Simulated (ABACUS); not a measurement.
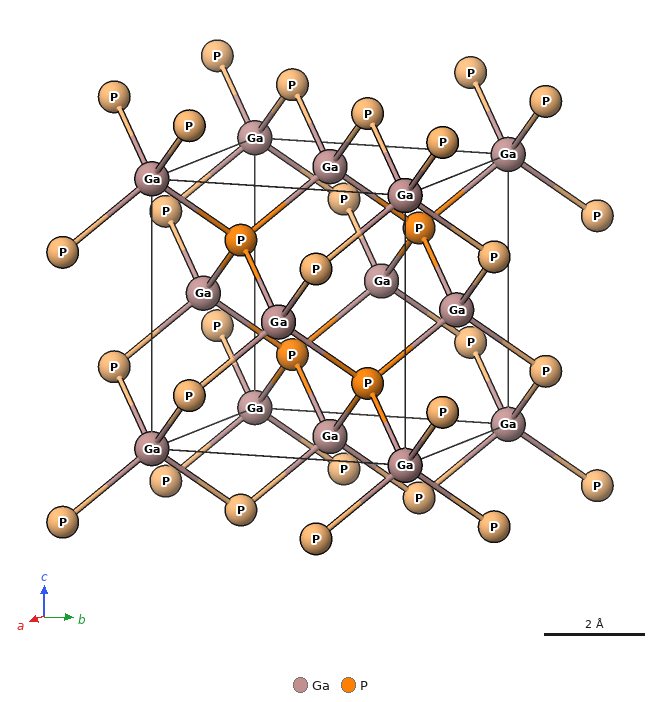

**Figure 1.** The structure as given in the input (ball-and-stick view of the cell 4 times as large as that of the calculation, set on its symmetry axes, seen slightly off an axis; neighbours outside the cell are drawn fainter). Near neighbours in the crystal (not all of them lie inside the picture): Ga has 4 P at 2.38 Å; P has 4 Ga at 2.38 Å.

**Run report: GaP, single-point calculation at one volume of an equation of state (part 1 of 2)**

The run: single-point calculation at one volume of an equation of state of GaP (F-43m, 2 atoms in the cell). Method and program: Kohn-Sham DFT of a periodic cell, PBE, PseudoDojo NC SR 0.4.1 PBE standard, no spin polarisation (ABACUS 3.10.1).

The structure derives from an entry of the Crystallography Open Database. It belongs to a series of runs on one base structure; here: volume scaled by 1.02.

What the program printed:
```
ABACUS v3.10.1

               Atomic-orbital Based Ab-initio Computation at UStc

 ------------------------------------------------------------------------------------

 READING GENERAL INFORMATION
                           global_out_dir = OUT.GaP/
                           global_in_card = INPUT
                               pseudo_dir = ./
                              orbital_dir = ./
                                    DSIZE = 4
                                    GSIZE = 1

 READING UNITCELL INFORMATION
                                    ntype = 2
                  lattice constant (Bohr) = 1.88973
              lattice constant (Angstrom) = 1

 READING ATOM TYPE 1
                               atom label = Ga
                      L=0, number of zeta = 3
                      L=1, number of zeta = 3
                      L=2, number of zeta = 3
                      L=3, number of zeta = 1
             number of atom for this type = 1

 READING ATOM TYPE 2
                               atom label = P
                      L=0, number of zeta = 3
                      L=1, number of zeta = 3
                      L=2, number of zeta = 2
                      L=3, number of zeta = 1
             number of atom for this type = 1

                        TOTAL ATOM NUMBER = 2
DIRECT COORDINATES
    atom                   x                   y                   z     mag                  vx                  vy                  vz
taud_Ga1            0.0000000000        0.0000000000        0.0000000000  0.0000        0.0000000000        0.0000000000        0.0000000000
taud_P1            0.7500000000        0.7500000000        0.7500000000  0.0000        0.0000000000        0.0000000000        0.0000000000

                          Volume (Bohr^3) = 278.642
                             Volume (A^3) = 41.2904

 Lattice vectors: (Cartesian coordinate: in unit of a_0)
                   +0             +2.7433             +2.7433
              +2.7433                  +0             +2.7433
              +2.7433             +2.7433                  +0
 Reciprocal vectors: (Cartesian coordinate: in unit of 2 pi/a_0)
            -0.182262           +0.182262           +0.182262
            +0.182262           -0.182262           +0.182262
            +0.182262           +0.182262           -0.182262
 The esolver type has been set to : ksdft_lcao

                PAO radial cut off (Bohr) = 10

 Read in pseudopotential file is Ga.upf
                     pseudopotential type = NC
          exchange-correlation functional = PBE
                 nonlocal core correction = 1
                        valence electrons = 13
                                     lmax = 2
                           number of zeta = 3
                     number of projectors = 6
                           L of projector = 0
                           L of projector = 0
                           L of projector = 1
                           L of projector = 1
                           L of projector = 2
                           L of projector = 2
                PAO radial cut off (Bohr) = 10

 Read in pseudopotential file is P.upf
                     pseudopotential type = NC
          exchange-correlation functional = PBE
                 nonlocal core correction = 1
                        valence electrons = 5
                                     lmax = 2
                           number of zeta = 2
                     number of projectors = 6
                           L of projector = 0
                           L of projector = 0
                           L of projector = 1
                           L of projector = 1
                           L of projector = 2
                           L of projector = 2
     initial pseudo atomic orbital number = 13

 SETUP THE ELECTRONS NUMBER
            electron number of element Ga = 13
      total electron number of element Ga = 13
             electron number of element P = 5
       total electron number of element P = 5
            AUTOSET number of electrons:  = 18
                           occupied bands = 9
                                   NLOCAL = 63
                                   NBANDS = 13
                                   NBANDS = 13
                                   NLOCAL = 63

%%%%%%%%%%%%%%%%%%%%%%%%%%%%%%%%%%%%%%%%%%%%%%%%%%%%%%%%%%%%%%%%%%%%%%%%%%%%%%%%%%%%%%%%%%%%%%%%%%%%%%%%%%
 Warning: the number of valence electrons in pseudopotential > 3 for Ga: [Ar] 3d10 4s2 4p1
 Pseudopotentials with additional electrons can yield (more) accurate outcomes, but may be less efficient.
 If you're confident that your chosen pseudopotential is appropriate, you can safely ignore this warning.
%%%%%%%%%%%%%%%%%%%%%%%%%%%%%%%%%%%%%%%%%%%%%%%%%%%%%%%%%%%%%%%%%%%%%%%%%%%%%%%%%%%%%%%%%%%%%%%%%%%%%%%%%%

 SETUP THE PLANE WAVE BASIS
 energy cutoff for charge/potential (unit:Ry) = 400
            fft grid for charge/potential = [ 48, 48, 48 ]
                        fft grid division = [ 4, 4, 4 ]
        big fft grid for charge/potential = [ 12, 12, 12 ]
                                     nbxx = 432
                                     nrxx = 27648

 SETUP PLANE WAVES FOR CHARGE/POTENTIAL
                    number of plane waves = 37509
                         number of sticks = 1483

 PARALLEL PW FOR CHARGE/POTENTIAL
     PROC   COLUMNS(POT)             PW
        1            370           9375
        2            371           9378
        3            371           9378
        4            371           9378
 --------------- sum -------------------
        4           1483          37509
                            number of |g| = 365
                                  max |g| = 36.1429
                                  min |g| = 0

----------- Double Check Mixing Parameters Begin ------------
mixing_type: broyden
mixing_beta: 0.7
mixing_gg0: 1
mixing_gg0_min: 0.1
mixing_ndim: 8
----------- Double Check Mixing Parameters End ------------

 LATTICE VECTORS: (CARTESIAN COORDINATE: IN UNIT OF A0)
                   +0             +2.7433             +2.7433
              +2.7433                  +0             +2.7433
              +2.7433             +2.7433                  +0
                       right hand lattice = 1
                                   NORM_A = 3.87961
                                   NORM_B = 3.87961
                                   NORM_C = 3.87961
                           ALPHA (DEGREE) = 60
                           BETA  (DEGREE) = 60
                           GAMMA (DEGREE) = 60

 The lattice vectors have been changed (STRU_SIMPLE.cif)

(for optimal symmetric configuration:)
                             BRAVAIS TYPE = 3
                     BRAVAIS LATTICE NAME = 03. Cubic F (face-centered)
                                    ibrav = 3
                                    IBRAV = 3
                                  BRAVAIS = FACE CENTERED CUBIC
                       LATTICE CONSTANT A = 5.4866
Original cell was already a primitive cell.
                        ROTATION MATRICES = 48
              PURE POINT GROUP OPERATIONS = 24
                   SPACE GROUP OPERATIONS = 24
                                       C2 = 3
                                       C3 = 8
                                       C4 = 0
                                       C6 = 0
                                       S1 = 6
                                       S3 = 0
                                       S4 = 6
                                       S6 = 0
                              POINT GROUP = T_d
                                       C2 = 3
                                       C3 = 8
                                       C4 = 0
                                       C6 = 0
                                       S1 = 6
                                       S3 = 0
                                       S4 = 6
                                       S6 = 0
               POINT GROUP IN SPACE GROUP = T_d

 SETUP K-POINTS
                                    nspin = 1
                   Input type of k points = Monkhorst-Pack(Gamma)
                                   nkstot = 512
                       right hand lattice = 1
(for reciprocal lattice: )
                             BRAVAIS TYPE = 2
                     BRAVAIS LATTICE NAME = 02. Cubic I (body-centered)
                                    ibrav = 2
                       right hand lattice = 1
(for k-lattice: )
                             BRAVAIS TYPE = 2
                     BRAVAIS LATTICE NAME = 02. Cubic I (body-centered)
                                    ibrav = 2
                       right hand lattice = 1
                        ROTATION MATRICES = 48
                               nkstot_ibz = 29
K-POINTS REDUCTION ACCORDING TO SYMMETRY
     IBZ    DIRECT_X    DIRECT_Y    DIRECT_Z  WEIGHT  ibz2bz
       1  0.00000000  0.00000000  0.00000000  0.0020       0
       2  0.12500000  0.12500000  0.12500000  0.0156       1
       3  0.25000000  0.25000000  0.25000000  0.0156       2
       4  0.37500000  0.37500000  0.37500000  0.0156       3
       5  0.50000000  0.50000000  0.50000000  0.0078       4
       6  0.12500000  0.12500000  0.00000000  0.0117       9
       7  0.25000000  0.25000000  0.12500000  0.0469      10
       8  0.37500000  0.37500000  0.25000000  0.0469      11
       9  0.50000000  0.50000000  0.37500000  0.0469      12
      10  0.50000000  0.37500000  0.37500000  0.0469      13
      11  0.37500000  0.25000000  0.25000000  0.0469      14
      12  0.12500000  0.12500000  0.25000000  0.0234      15
      13  0.25000000  0.25000000  0.00000000  0.0117      18
      14  0.37500000  0.37500000  0.12500000  0.0469      19
      15  0.50000000  0.50000000  0.25000000  0.0469      20
      16 -0.37500000  0.37500000  0.37500000  0.0469      21
      17  0.50000000  0.25000000  0.25000000  0.0234      22
      18  0.37500000  0.37500000  0.00000000  0.0117      27
      19  0.50000000  0.50000000  0.12500000  0.0469      28
      20 -0.25000000  0.37500000  0.37500000  0.0234      29
      21  0.50000000  0.50000000  0.00000000  0.0059      36
      22  0.37500000  0.25000000  0.12500000  0.0469      83
      23  0.50000000  0.37500000  0.25000000  0.0938      84
      24  0.50000000  0.37500000 -0.37500000  0.0469      85
      25  0.50000000  0.37500000  0.12500000  0.0469      92
      26  0.50000000  0.37500000 -0.25000000  0.0938      93
      27 -0.37500000  0.37500000  0.25000000  0.0469      94
      28 -0.12500000  0.50000000  0.37500000  0.0234     101
      29  0.50000000  0.25000000 -0.25000000  0.0117     166

                               nkstot now = 29
[... K-POINTS DIRECT COORDINATES: 29 rows ...]

           k-point number in this process = 29
       minimum distributed K point number = 29
[... stars of the k points ...]

[... K-POINTS CARTESIAN COORDINATES: 29 rows ...]

[... K-POINTS DIRECT COORDINATES: 29 rows ...]

 SETUP PLANE WAVES FOR WAVE FUNCTIONS
     energy cutoff for wavefunc (unit:Ry) = 100
              fft grid for wave functions = [ 48, 48, 48 ]
                    number of plane waves = 5961
                         number of sticks = 433

 PARALLEL PW FOR WAVE FUNCTIONS
     PROC   COLUMNS(POT)             PW
        1            109           1492
        2            108           1489
        3            108           1489
        4            108           1491
 --------------- sum -------------------
        4            433           5961

 SET NONLOCAL PSEUDOPOTENTIAL PROJECTORS
 SET NONLOCAL PSEUDOPOTENTIAL PROJECTORS
 max number of nonlocal projetors among all species is 6

 -------------------------------------------
 SELF-CONSISTENT
 -------------------------------------------

 SETUP SEARCHING RADIUS FOR PROGRAM TO SEARCH ADJACENT ATOMS
                  longest orb rcut (Bohr) = 8
   longest nonlocal projector rcut (Bohr) = 1.94
                     search radius (Bohr) = 19.9
              searching radius is (Bohr)) = 19.9
         searching radius unit is (Bohr)) = 1.89
                         PeriodicBoundary = 1
                        Radius(unit:lat0) = 10.5
                                   glayer = [ 5, 5, 5 ]
                             glayer_minus = [ 4, 4, 4 ]

Find the coordinate range of the input atom(unit:lat0).
                                  min_tau = [ -21.9, -21.9, -21.9 ]
                                  max_tau = [ 26.1, 26.1, 26.1 ]
                                BoxNumber = [ 9, 9, 9 ]

 SETUP EXTENDED REAL SPACE GRID FOR GRID INTEGRATION
                          real space grid = [ 48, 48, 48 ]
                 big cell numbers in grid = [ 12, 12, 12 ]
             meshcell numbers in big cell = [ 4, 4, 4 ]
                        extended fft grid = [ 17, 17, 17 ]
                dimension of extened grid = [ 47, 47, 47 ]
                            UnitCellTotal = 125
              Atom number in sub-FFT-grid = 2
    Local orbitals number in sub-FFT-grid = 63
                                ParaV.nnr = 75286
                                 init_chg = atomic

 LCAO ALGORITHM --------------- ION=   1  ELEC=   1--------------------------------

 Density error is 0.0669110943713
----------------------------------------------------------
     Energy           Rydberg                 eV
----------------------------------------------------------
 E_KohnSham     -166.8389863299      -2269.9608626305
 E_Harris       -167.8542478155      -2283.7742037949
 E_Fermi        0.5645551498         7.6811668728
----------------------------------------------------------

 LCAO ALGORITHM --------------- ION=   1  ELEC=   2--------------------------------

 Density error is 0.0222763670519
```
